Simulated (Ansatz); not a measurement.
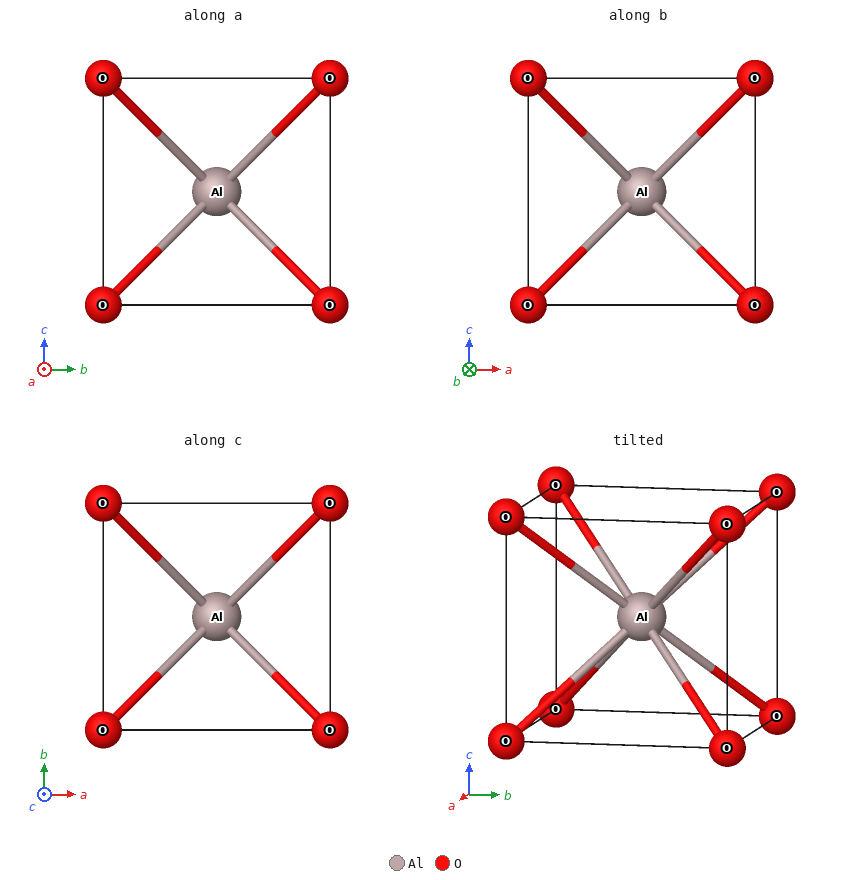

A ball-and-stick rendering, viewed along the a axis, along the b axis, along the c axis and slightly off an axis. Lines trace the edges of the conventional unit cell.

Lattice parameters: a = 2.7692 Å, b = 2.7692 Å, c = 2.7692 Å, α = 90.000°, β = 90.000°, γ = 90.000°.

Q: Write down what is shown as a CIF with its space group and independent sites.

A:
```cif
data_structure
_symmetry_space_group_name_H-M 'P m -3 m'
_symmetry_Int_Tables_number 221
_cell_length_a 2.7692
_cell_length_b 2.7692
_cell_length_c 2.7692
_cell_angle_alpha 90.000
_cell_angle_beta 90.000
_cell_angle_gamma 90.000
_cell_volume 21.24
loop_
_atom_site_label
_atom_site_type_symbol
_atom_site_symmetry_multiplicity
_atom_site_Wyckoff_symbol
_atom_site_fract_x
_atom_site_fract_y
_atom_site_fract_z
_atom_site_occupancy
Al1 Al 1 b 0.5000 0.5000 0.5000 1
O1 O 1 a 0.0000 0.0000 0.0000 1
```

The model was built from a random cell made by a generator, so it need not be a real form of the compound. Earlier steps of the study may have refined or changed the cell and positions. It was run through Ansatz as a DFT input.
